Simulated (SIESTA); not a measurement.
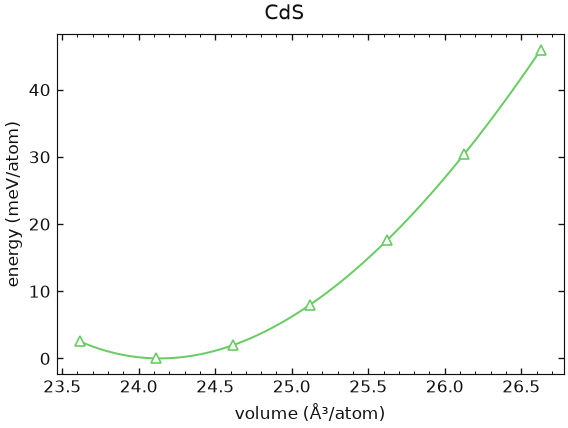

The figure shows the energy against volume for CdS, space group P6_3mc (No. 186).

The given structure:
```
CELL_PARAMETERS angstrom
4.15000 0.00000 0.00000
-2.07500 3.59401 0.00000
0.00000 0.00000 6.73700
ATOMIC_POSITIONS crystal
Cd 0.66667 0.33333 0.50000
Cd 0.33333 0.66667 0.00000
S 0.66667 0.33333 0.87500
S 0.33333 0.66667 0.37500
```

Computed with SIESTA 5.4.2: DFT in numerical atomic orbitals with pseudopotentials, no spin polarisation; energies at scaled volumes of the given cell, shape and fractions fixed, counted from the fit's minimum, third-order Birch-Murnaghan fit. Level: PBEsol with D3(BJ).

```
         setting                                                                     value
          k mesh                                                                     7×7×4
     occupations                                                               Fermi–Dirac
  smearing width                                                                   0.05 eV
      potentials  PseudoDojo 0.4 standard, converted to PSML, two zetas on semicore shells
program settings                                             basis DZP, mesh cutoff 800 Ry
```

What equilibrium volume and bulk modulus follow from the curve?

Answer. A third-order Birch–Murnaghan fit gives V0 = 24.14 Å³/atom, B0 = 68.9 GPa and B′ = 4.7.

Note: shape and atomic fractions are frozen while scaling, which makes layered, chain and framework solids too stiff.

The computed values:

| volume (Å³/atom) | energy (meV/atom) |
| --- | --- |
| 23.61 | 2.55 |
| 24.12 | 0.01 |
| 24.62 | 1.97 |
| 25.12 | 8.02 |
| 25.62 | 17.58 |
| 26.13 | 30.36 |
| 26.63 | 45.97 |
